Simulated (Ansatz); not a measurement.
**Run report: WSe2, geometry relaxation (part 2 of 2)**

WSe2 (P-3m1, 12 atoms in the cell); DFT PBE, scalar-relativistic, plane waves, PAW, no spin polarisation (Ansatz 0.2.0); cutoff 420 eV, 12×12×1 k-mesh, Gaussian smearing of 0.02 eV. The structure derives from a Materials Project entry. It belongs to a series of runs on one base structure; here: structure listed in a database for this formula (P-3m1, No. 164).

Geometry of the input (Å; fractional positions):
```
3.3207  0.0000  0.0000
-1.6603  2.8758  0.0000
0.0000  0.0000  38.7519
W  0.6667  0.3333  0.9017
W  0.6667  0.3333  0.2945
W  0.3333  0.6667  0.7055
W  0.3333  0.6667  0.0983
Se 0.3333  0.6667  0.9450
Se 0.3333  0.6667  0.3378
Se 0.6667  0.3333  0.7488
Se 0.6667  0.3333  0.1416
Se 0.3333  0.6667  0.8584
Se 0.3333  0.6667  0.2512
Se 0.6667  0.3333  0.6622
Se 0.6667  0.3333  0.0550
```

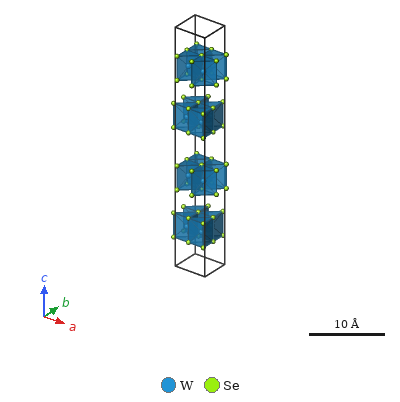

Figure 1. The geometry at step 2 of the log (polyhedral view of the 2 × 2 repeat of the cell, with the vacuum cut short, seen slightly off an axis; polyhedra are completed across the faces of the cell).

Output, continued
```
  k-point 0: bands = ["-67.4309", "-67.4309", "-67.4307", "-67.4307", "-40.9535", "-40.9535", "-40.9535", "-40.9535", "-40.9530", "-40.9530", "-40.9530", "-40.9530", "-40.9530", "-40.9530", "-40.9530", "-40.9530", "-40.9522", "-40.9522", "-40.9522", "-40.9522", "-40.9212", "-40.9212", "-40.9212", "-40.9212", "-40.9205", "-40.9205", "-40.9205", "-40.9205", "-40.9201", "-40.9201", "-40.9201", "-40.9201", "-40.9191", "-40.9191", "-40.9191", "-40.9191", "-40.9081", "-40.9081", "-40.9073", "-40.9073", "-40.9060", "-40.9060", "-40.9050", "-40.9050", "-31.6932", "-31.6932", "-31.6929", "-31.6929", "-31.5864", "-31.5864", "-31.5864", "-31.5864", "-31.5861", "-31.5861", "-31.5861", "-31.5861", "-8.1279", "-8.1214", "-8.1133", "-8.1072", "-6.9075", "-6.8956", "-6.8810", "-6.8700", "0.3537", "0.4097", "0.4819", "0.5396", "4.1093", "4.2339", "4.2339", "4.2343", "4.2343", "4.2347", "4.2347", "4.2349", "4.2349", "4.2886", "4.5325", "4.7498", "5.3363", "5.3363", "5.3374", "5.3374", "5.3387", "5.3387", "5.3396", "5.3396", "6.0868", "6.2178", "6.3602", "6.4580", "9.4655", "9.4655", "9.4670", "9.4670", "9.4688", "9.4688", "9.4699", "9.4699", "9.6229", "9.6229", "9.6284", "9.6284", "9.6349", "9.6349", "9.6394", "9.6394", "10.8070", "10.9236", "11.0715"]
  k-point 1: bands = ["-67.4303", "-67.4303", "-67.4301", "-67.4301", "-40.9535", "-40.9535", "-40.9533", "-40.9533", "-40.9531", "-40.9531", "-40.9529", "-40.9529", "-40.9528", "-40.9528", "-40.9527", "-40.9527", "-40.9522", "-40.9522", "-40.9519", "-40.9519", "-40.9213", "-40.9213", "-40.9213", "-40.9213", "-40.9206", "-40.9206", "-40.9206", "-40.9206", "-40.9203", "-40.9203", "-40.9202", "-40.9201", "-40.9192", "-40.9192", "-40.9191", "-40.9191", "-40.9080", "-40.9079", "-40.9071", "-40.9071", "-40.9059", "-40.9059", "-40.9048", "-40.9048", "-31.6903", "-31.6903", "-31.6900", "-31.6900", "-31.6006", "-31.6006", "-31.6004", "-31.6004", "-31.5897", "-31.5897", "-31.5895", "-31.5895", "-8.0274", "-8.0210", "-8.0129", "-8.0069", "-6.8564", "-6.8448", "-6.8306", "-6.8200", "0.4840", "0.5399", "0.6122", "0.6700", "3.9240", "3.9245", "3.9253", "3.9259", "3.9417", "4.0858", "4.2666", "4.3312", "4.3317", "4.3323", "4.3328", "4.4072", "5.1641", "5.1654", "5.1670", "5.1681", "5.3245", "5.3505", "5.4011", "5.4673", "6.0783", "6.1919", "6.3101", "6.3885", "9.1422", "9.1750", "9.2069", "9.2306", "9.2306", "9.2734", "9.2887", "9.3108", "9.4906", "9.4970", "9.5048", "9.5108", "9.6402", "9.6436", "9.6473", "9.6497", "11.1509", "11.3288", "11.5425"]
  k-point 2: bands = ["-67.4287", "-67.4287", "-67.4284", "-67.4284", "-40.9533", "-40.9533", "-40.9532", "-40.9532", "-40.9529", "-40.9529", "-40.9525", "-40.9525", "-40.9523", "-40.9523", "-40.9521", "-40.9521", "-40.9519", "-40.9519", "-40.9512", "-40.9512", "-40.9214", "-40.9214", "-40.9214", "-40.9214", "-40.9208", "-40.9208", "-40.9207", "-40.9207", "-40.9207", "-40.9207", "-40.9202", "-40.9202", "-40.9196", "-40.9196", "-40.9192", "-40.9192", "-40.9076", "-40.9076", "-40.9068", "-40.9068", "-40.9055", "-40.9055", "-40.9045", "-40.9045", "-31.6824", "-31.6823", "-31.6821", "-31.6821", "-31.6394", "-31.6394", "-31.6392", "-31.6392", "-31.5987", "-31.5987", "-31.5985", "-31.5985", "-7.7396", "-7.7333", "-7.7254", "-7.7195", "-6.7104", "-6.6998", "-6.6868", "-6.6772", "0.8471", "0.9023", "0.9738", "1.0313", "3.1766", "3.1782", "3.1802", "3.1817", "3.5204", "3.6092", "3.7120", "3.7861", "4.6001", "4.6012", "4.6024", "4.6034", "4.7608", "4.7625", "4.7645", "4.7659", "5.1375", "5.1959", "5.2873", "5.3796", "5.9620", "6.0221", "6.0817", "6.1193", "8.5116", "8.5975", "8.7155", "8.8332", "9.0008", "9.0695", "9.1314", "9.1700", "9.1935", "9.2012", "9.2106", "9.2177", "10.0326", "10.0393", "10.0473", "10.0531", "11.5939", "11.8361", "12.2559"]
  k-point 18: bands = ["-67.4209", "-67.4209", "-67.4206", "-67.4206", "-40.9519", "-40.9519", "-40.9512", "-40.9512", "-40.9508", "-40.9508", "-40.9508", "-40.9508", "-40.9506", "-40.9506", "-40.9503", "-40.9503", "-40.9500", "-40.9500", "-40.9497", "-40.9497", "-40.9229", "-40.9229", "-40.9222", "-40.9222", "-40.9221", "-40.9221", "-40.9214", "-40.9214", "-40.9212", "-40.9212", "-40.9211", "-40.9211", "-40.9202", "-40.9202", "-40.9201", "-40.9201", "-40.9061", "-40.9061", "-40.9053", "-40.9053", "-40.9038", "-40.9038", "-40.9027", "-40.9027", "-31.7440", "-31.7440", "-31.7438", "-31.7438", "-31.7201", "-31.7201", "-31.7199", "-31.7199", "-31.6443", "-31.6443", "-31.6440", "-31.6440", "-5.9319", "-5.9319", "-5.9313", "-5.9313", "-5.8042", "-5.8042", "-5.8035", "-5.8035", "1.2711", "1.2771", "1.2847", "1.2904", "1.3785", "1.3785", "1.3793", "1.3793", "2.2560", "2.2654", "2.2769", "2.2856", "2.8406", "2.8406", "2.8460", "2.8460", "3.3164", "3.3164", "3.3227", "3.3227", "4.2385", "4.2385", "4.2420", "4.2420", "6.5528", "6.5639", "6.5778", "6.5886", "8.1205", "8.1205", "8.1207", "8.1207", "9.2665", "9.3417", "9.4389", "9.5176", "10.0005", "10.0005", "10.0111", "10.0111", "11.3633", "11.3633", "11.3978", "11.3978", "12.3471", "12.3471", "12.3957"]
--- Relaxed structure (1 steps of the walk, 1 accepted, 1 SCFs on fresh bases) ---
  F+E_penalty+E_count = -85298.65417869 eV   max|allowed force component| = 1.620e-4 eV/Å   (the final SCF, on the basis selected at the relaxed cell)
  cell:  # Å, volume = 370.0641 Å³
    - [3.3206769879093585, 2.8867591355781776e-11, 0.0]
    - [-1.6603384939796793, 2.8757906292774615, 0.0]
    - [0.0, 0.0, 38.7519079192]
  atoms:
    - { symbol: W, position: [0.6666666666666667, 0.33333333333333326, 0.9017414622000001] }
    - { symbol: W, position: [0.6666666666666667, 0.33333333333333326, 0.2944743177] }
    - { symbol: W, position: [0.33333333333333337, 0.6666666666666666, 0.7055256823] }
    - { symbol: W, position: [0.33333333333333337, 0.6666666666666666, 0.09825853780000002] }
    - { symbol: Se, position: [0.33333333333333337, 0.6666666666666666, 0.9450491384] }
    - { symbol: Se, position: [0.33333333333333337, 0.6666666666666666, 0.3377771987] }
    - { symbol: Se, position: [0.6666666666666667, 0.33333333333333326, 0.7488341114000001] }
    - { symbol: Se, position: [0.6666666666666667, 0.33333333333333326, 0.1415663455] }
    - { symbol: Se, position: [0.33333333333333337, 0.6666666666666666, 0.8584336545000001] }
    - { symbol: Se, position: [0.33333333333333337, 0.6666666666666666, 0.2511658886] }
    - { symbol: Se, position: [0.6666666666666667, 0.33333333333333326, 0.6622228013] }
    - { symbol: Se, position: [0.6666666666666667, 0.33333333333333326, 0.054950861600000005] }
```

Trajectory as extended XYZ (Å, eV, eV/Å), 2 frames, from step=1 to step=2
```
12
Lattice="3.3207 0.0000 0.0000 -1.6603 2.8758 0.0000 0.0000 0.0000 38.7519" Properties=species:S:1:pos:R:3:forces:R:3 step=1 energy=-85298.65418 pressure_GPa=-0.00
W     1.6603    0.9586   34.9442    0.0000   0.0000   0.0000
W     1.6603    0.9586   11.4114    0.0000   0.0000   0.0002
W     0.0000    1.9172   27.3405    0.0000   0.0000  -0.0002
W     0.0000    1.9172    3.8077    0.0000   0.0000   0.0000
Se    0.0000    1.9172   36.6225    0.0000   0.0000   0.0001
Se    0.0000    1.9172   13.0895    0.0000   0.0000   0.0001
Se    1.6603    0.9586   29.0188    0.0000   0.0000   0.0000
Se    1.6603    0.9586    5.4860    0.0000   0.0000   0.0000
Se    0.0000    1.9172   33.2659    0.0000   0.0000   0.0000
Se    0.0000    1.9172    9.7332    0.0000   0.0000   0.0000
Se    1.6603    0.9586   25.6624    0.0000   0.0000  -0.0001
Se    1.6603    0.9586    2.1295    0.0000   0.0000  -0.0001
12
Lattice="3.3207 0.0000 0.0000 -1.6603 2.8758 0.0000 0.0000 0.0000 38.7519" Properties=species:S:1:pos:R:3:forces:R:3 step=2 energy=-85298.65418 pressure_GPa=-0.00
W     1.6603    0.9586   34.9442    0.0000   0.0000   0.0000
W     1.6603    0.9586   11.4114    0.0000   0.0000   0.0002
W     0.0000    1.9172   27.3405    0.0000   0.0000  -0.0002
W     0.0000    1.9172    3.8077    0.0000   0.0000   0.0000
Se    0.0000    1.9172   36.6225    0.0000   0.0000   0.0001
Se    0.0000    1.9172   13.0895    0.0000   0.0000   0.0001
Se    1.6603    0.9586   29.0188    0.0000   0.0000   0.0000
Se    1.6603    0.9586    5.4860    0.0000   0.0000   0.0000
Se    0.0000    1.9172   33.2659    0.0000   0.0000   0.0000
Se    0.0000    1.9172    9.7332    0.0000   0.0000   0.0000
Se    1.6603    0.9586   25.6624    0.0000   0.0000  -0.0001
Se    1.6603    0.9586    2.1295    0.0000   0.0000  -0.0001
```

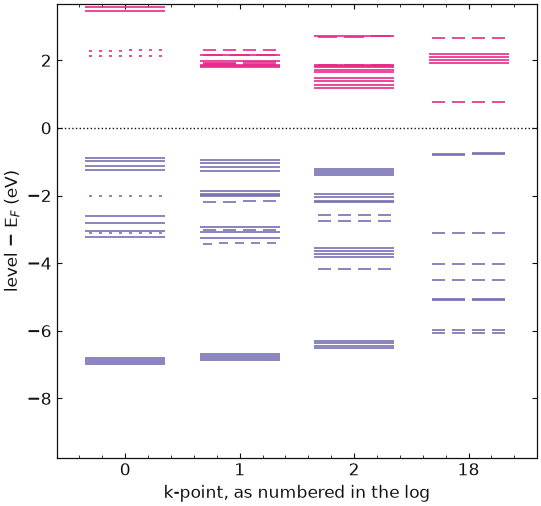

Figure 2. Kohn–Sham levels near the Fermi level (dotted) at the few k-points that the log prints; levels within 0.02 eV of each other stand side by side. Among these points the highest filled and lowest empty levels are 1.53 eV apart; the gap on the full mesh, 1.51 eV, has an edge at a point that isn't printed.

Key numbers

```csv
quantity,value
outcome,converged
space group (tolerance 0.01 Å),P-3m1 (164)
electrons treated,184
free energy,−85298.6542 eV
Fermi energy,7.343 eV
gap on the k-point mesh,1.51 eV
pressure,0.00 GPa
final volume,370.06 Å³
largest force (length of the vector) at the end,under 0.001 eV/Å
final cell,"a = 3.321 Å, b = 3.321 Å, c = 38.752 Å, α = 90.00°, β = 90.00°, γ = 120.00°"
hardware,"1 thread of Intel Xeon @ 2.50GHz (Skylake/Cascade Lake), 192 GiB of memory available, shared host"
wall time,2.3 min
peak memory,1 GiB
```

Spin–orbit coupling is left out, which matters for W.
